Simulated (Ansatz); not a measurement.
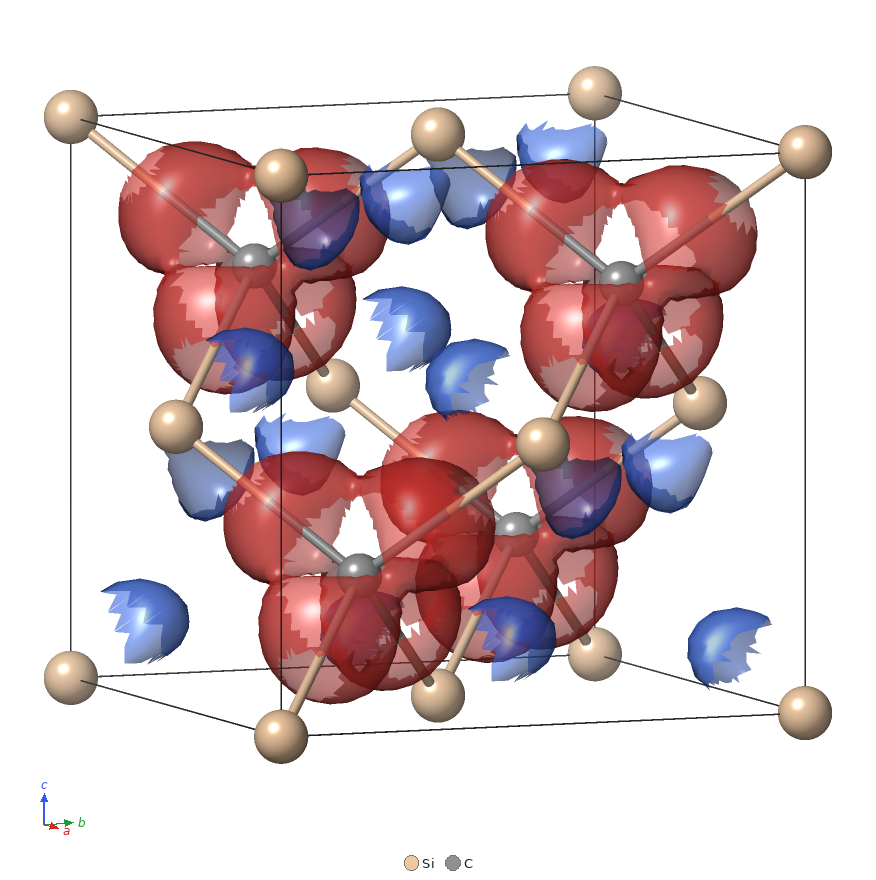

Figure. SiC. Density of the crystal less the sum of free-atom densities: red surfaces at +0.1 and blue ones at −0.1 e/Å³, in the conventional cell seen slightly off an axis (the regions close to the nuclei are left out). Cores are masked to 0.8 Å (Si) and 0.6 Å (C).

Space group F-43m; the calculation finds a residual pressure of about 3 GPa at this fixed cell.

The calculation used DFT PBE, scalar-relativistic, plane waves, PAW in Ansatz.

In a PAW calculation such maps are meaningful between the atoms, not at the nuclei.

```yaml
crystal:
  lattice:
    - [4.35800, 0.00000, 0.00000]
    - [0.00000, 0.00000, -4.35800]
    - [0.00000, 4.35800, 0.00000]
  atoms:
    - { symbol: Si, position: [0.50000, 0.50000, 0.00000] }
    - { symbol: Si, position: [0.00000, 0.50000, 0.50000] }
    - { symbol: Si, position: [0.00000, 0.00000, 0.00000] }
    - { symbol: Si, position: [0.50000, 0.00000, 0.50000] }
    - { symbol: C, position: [0.25000, 0.75000, 0.25000] }
    - { symbol: C, position: [0.75000, 0.75000, 0.75000] }
    - { symbol: C, position: [0.75000, 0.25000, 0.25000] }
    - { symbol: C, position: [0.25000, 0.25000, 0.75000] }
```

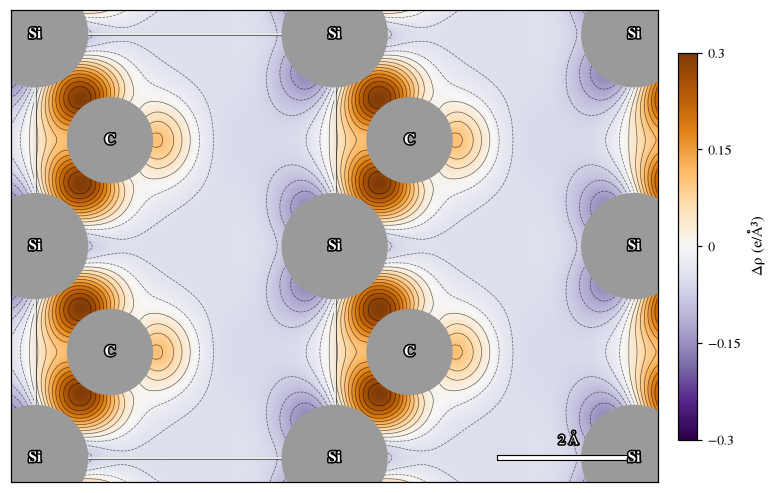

Also shown: a map on the (101) plane of the conventional cell, with grey discs over the atomic cores.

**Where does charge go when the atoms form this crystal?**

C–Si (1.89 Å): Δρ is +0.26 e/Å³ at the midpoint, with a peak of 0.3 e/Å³ 0.8 Å from C: bond charge of a polar bond. Over the whole cell, outside the masked cores, the largest gain, 0.3 e/Å³, lies 0.8 Å from a carbon nucleus and 1.1 Å from a silicon one, and the largest loss lies at the edge of the masked core of Si. The rearranged charge, half the integral of |Δρ|, is about 0.33 e an atom. Bader charges: Si +2.77 and C −2.77 e.

Run time: 16 s on 2 threads of Arm Neoverse N1, with other jobs on the host, peak memory 0.31 GiB.
